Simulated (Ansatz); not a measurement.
**NiO: density, localisation and related maps**

The calculation's input:

```
crystal:
  lattice:
    - [2.7454472496, 0.0, 0.0]
    - [-1.3727236198, 2.3776270585, 0.0]
    - [0.0, 0.0, 2.6794204881]
  atoms:
    - { symbol: Ni, position: [0.0, 0.0, 0.0], spin: 1.0 }
    - { symbol: O, position: [0.6666666667, 0.3333333333, 0.5] }
hamiltonian:
  xc: pbe
  pseudopotentials: { kind: paw }
magnetization:
  spin_polarized: true
kpoints:
  mp_grid: { grid: [11, 11, 10] }
scf:
  occupations: { method: fermi_dirac, width: 0.05 }
output:
  forces: true
  stress: true
  eigenvalues: true
  write_density: true
  write_potential: true
  elf: true
  volumetric_format: npy
```

Command:

```sh
ansatz run input.yaml --threads 2 --pin off --max-ram 5632MiB --backend cpu --events-out ev --progress --plain --runs-dir out
```

Below, planes, directions and counts refer to the conventional cell (a = 2.75 Å, b = 2.75 Å, c = 2.68 Å, α = 90.00°, β = 90.00°, γ = 120.00°).

Space group P-6m2; a generated structure, not necessarily the stable one; built by placing these elements on a known structure type; computed pressure about 8 GPa in this cell; the program warned that a starting moment wasn't kept; spin-polarised, but the moments vanished.

Level of theory: Kohn-Sham DFT of a periodic cell, PBE, Ansatz PAW in Ansatz 0.2.0.

In a PAW calculation such maps are meaningful between the atoms, not at the nuclei.

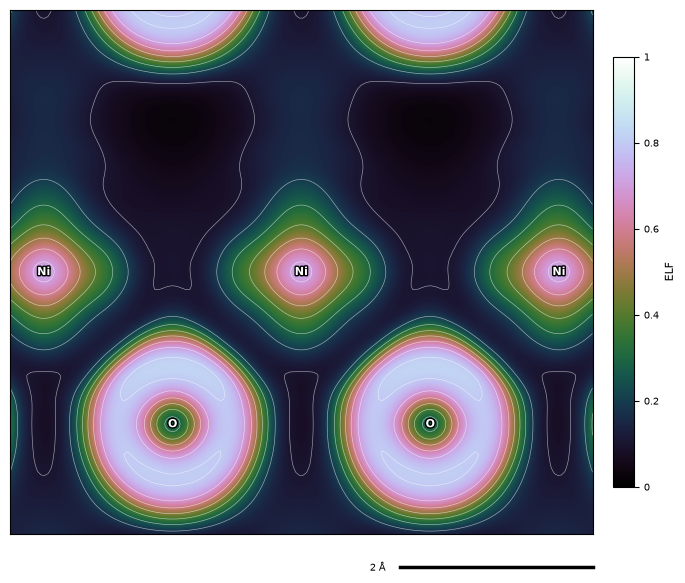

Figure 1. ELF on the (110) plane of the conventional cell.

What does the map show?

Answer.
- Atoms in the plane: Ni and O.
- Ni–O (2.08 Å): the ELF peaks at about 0.80 in the valence shell of O, 0.6 Å from its nucleus, and is about 0.15 at the midpoint; no localised pair shows between them.
- The features right at Ni lie inside the PAW spheres, where the map follows smoothed inner orbitals and isn't to be read closely.

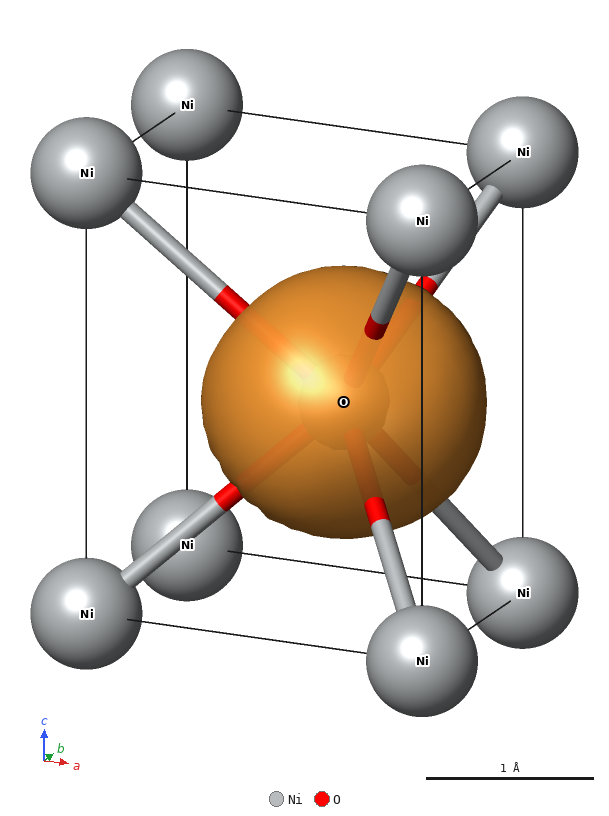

Figure 2. Isosurface of the ELF at 0.6 (orange), seen slightly off an axis. Core shells and regions of very low density are left out. Sticks mark near contacts.

What do the ELF domains correspond to?

Answer. At this value the surface marks out one region wrapped around O (its valence shell), counted in one cell of 2 atoms. Any copies at cell faces, edges or corners count once.

Does the calculation give a band gap?

Answer. It is gapless in this calculation (a metal or semimetal); semilocal functionals without U, or without the true magnetic order, often close the gap of such compounds.
